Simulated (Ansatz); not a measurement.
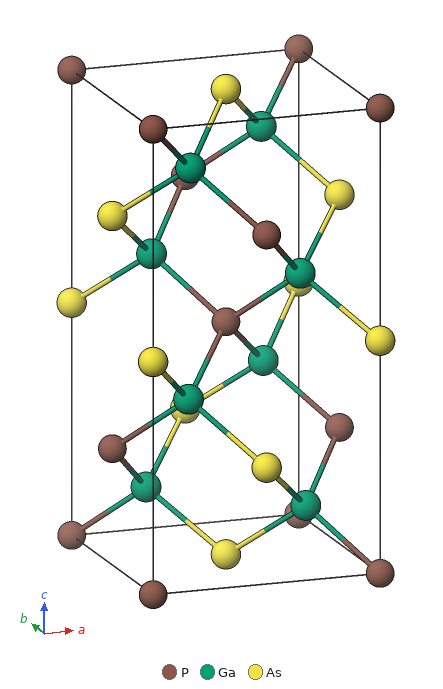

View slightly off an axis, drawn as a ball-and-stick model. The box is the conventional unit cell; atoms on or close to its faces, edges and corners are drawn wherever they repeat.

Ga₂AsP, space group I-42d (No. 122), a = 5.56 Å, b = 5.56 Å, c = 11.11 Å, α = 90.00°, β = 90.00°, γ = 90.00°.

All computed values are from difference of finished runs, DFT, PBE0, plane waves, PAW in Ansatz. Settings: a basis cut at 420 eV.

Question: Is the electronic structure metallic or gapped?

Answer: A semiconductor at this level, with a gap of 2.66 eV.

The model was built from a structure type filled with these elements by a generator (whether the compound takes this form wasn't checked). Earlier steps of the study, as a rule a relaxation of our own, may have changed the cell and positions, so they can lie some per cent off the listed ones. It went into a calculation with Ansatz.
